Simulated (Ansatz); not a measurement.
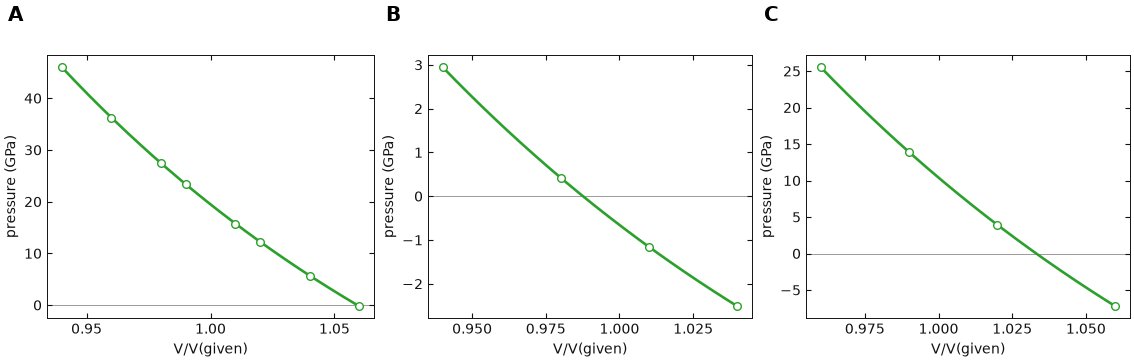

Each panel shows the pressure against V/V(given) for one of these solids: Mg₂Si, Fm-3m (No. 225), 21.7 Å³/atom; NbC, Fm-3m (No. 225), 10.6 Å³/atom; TaN, P6/mmm (No. 191), 11.3 Å³/atom.

Computed with Ansatz 0.2.0: periodic Kohn-Sham DFT of a crystal at fixed atoms, scaled to the stated factor times the given cell; pressure positive in compression, energy less spherical unpolarised free atoms. Level: PBE.

**Match the panels to the solids.**

A is NbC (pressure from −0.2 GPa to 46.0 GPa); B is Mg₂Si (pressure from −2.514 GPa to 2.947 GPa); C is TaN (pressure from −7.2 GPa to 25.5 GPa).

For Mg₂Si, limits of the calculation: small gap, it may come from the mesh.

For TaN, limits of the calculation: field gradient without spin-orbit coupling on heavy atoms; no gap: field gradients move with the k mesh; no spin-orbit coupling on heavy atoms; shape and atomic fractions are frozen while scaling, which makes layered, chain and framework solids too stiff.
